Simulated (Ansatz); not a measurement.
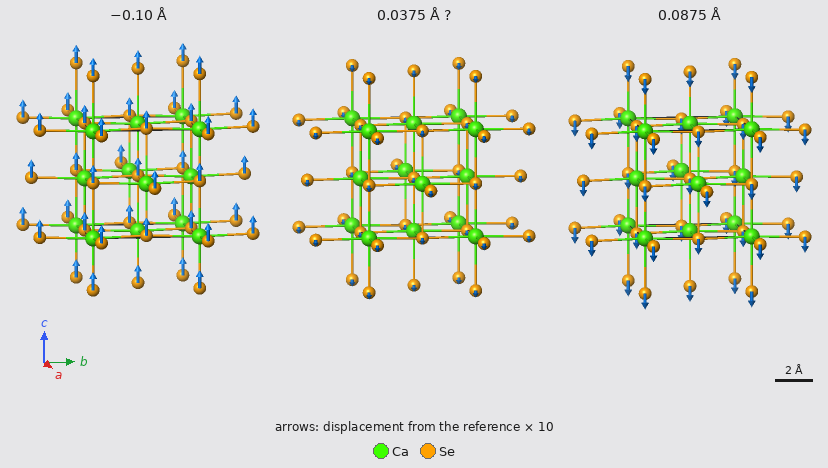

Energy scan for solid CaSe (Fm-3m), in which the whole Se sublattice is shifted rigidly, towards the nearest copy of atom 1 (Ca) at 2.956 Å, all else fixed. A ball-and-stick model of the conventional cell (4 times the calculation's cell), seen along the a axis, with a slight tilt. Blue arrows: displacements from the reference. Lengths and directions refer to the drawn axes.

All numbers below come from DFT PBEsol, scalar-relativistic, plane waves, PAW (Ansatz 0.2.0). Settings: plane-wave cutoff 420 eV; k-point mesh 8 × 8 × 8; occupations gaussian; smearing width 0.05 eV; no spin polarisation. Energies (free energies at the smearing named) are counted from the cell as listed in its source, which wasn't relaxed.

| displacement (Å) | energy change (meV/cell) |
| --- | --- |
| −0.1000 | 14.9 |
| −0.0500 | 3.7 |
| 0.0000 | 0.0 |
| 0.0125 | 0.2 |
| 0.0250 | 0.9 |
| 0.0375 | ? |
| 0.0625 | 5.8 |
| 0.0750 | 8.3 |
| 0.0875 | 11.4 |

### One row is withheld. What is its energy?

A straight line between the two neighbours gives 2.5 meV/cell. A cubic through the four nearest rows (0.0125, 0.0250, 0.0625, 0.0750) gives, with Lagrange weights, (−0.3000)(0.2) + (1.0000)(0.9) + (0.5000)(5.8) + (−0.2000)(8.3) = 2.1 meV/cell. The calculation gives 2.1 meV/cell, so the cubic is right to the digits shown and the straight line 0.4 meV/cell too high, as the curve bends upwards here.

The whole profile:

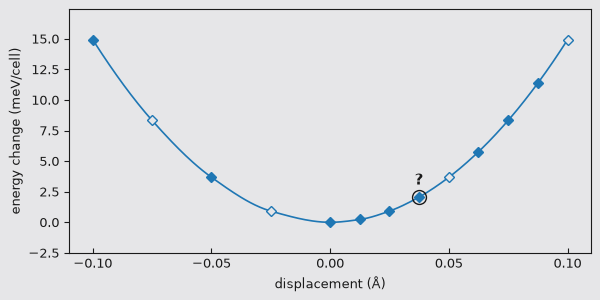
